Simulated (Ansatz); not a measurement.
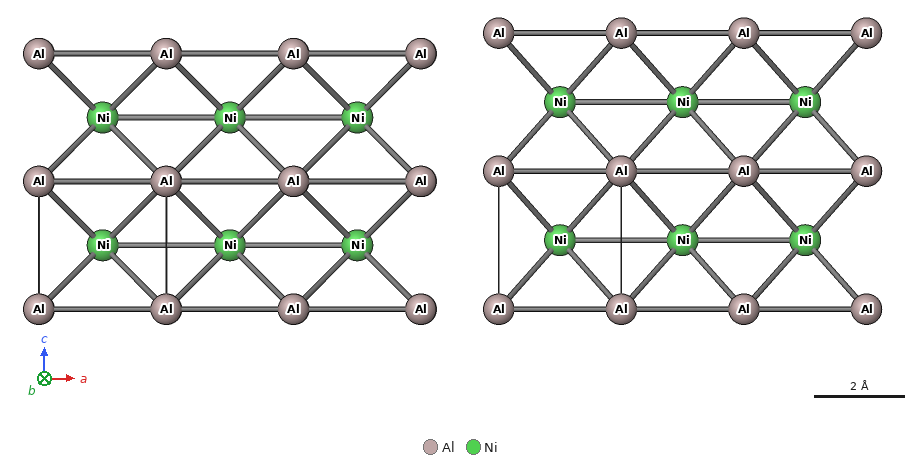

Two geometries of a crystal of AlNi (set up in Cmmm), drawn at one scale. One is the start of a relaxation, the other its converged end. The picture is a ball-and-stick view of the cell of the calculation, repeated 3 × 1 × 2 with one cell outlined, seen along the b axis.

Level of theory: DFT PBEsol, scalar-relativistic, plane waves, PAW in Ansatz. Set-up: plane-wave cutoff 420 eV; k-point mesh 16 × 16 × 14; occupations gaussian; smearing width 0.1 eV; no spin polarisation; cell and atoms relaxed; force threshold 0.005 eV/Å; at most 80 steps.

> Which one is relaxed?

The left one is the relaxed one. The atoms keep their places relative to the cell (all moves are under 0.005 Å). The drawn cell changes as follows: a = b 2.752 → 2.859 Å (+3.9 %), c 3.099 → 2.869 Å (−7.4 %), γ 90.4° → 90.0°; the volume changes by −0.1 %. Near-neighbour distances that change, for instance: Al–Al 2.752 → 2.859 Å, Ni–Ni 2.752 → 2.859 Å, Al–Ni 2.493 → 2.479 Å. The space group (tolerance 0.01 Å) goes from Cmmm (No. 65) to P4/mmm (No. 123). Over 5 accepted moves (7 points after the start) the energy falls by 22.0 meV per atom. All forces vanish by symmetry, so only the cell relaxes. Pressure: 0.35 GPa at the start and 0.00 GPa at the end. The SCF was repeated twice at an unchanged geometry on a basis and grid sized afresh for the cell, which shifted the energy by 0.3 meV per atom at most. The run took about 70 core-seconds on a shared host.
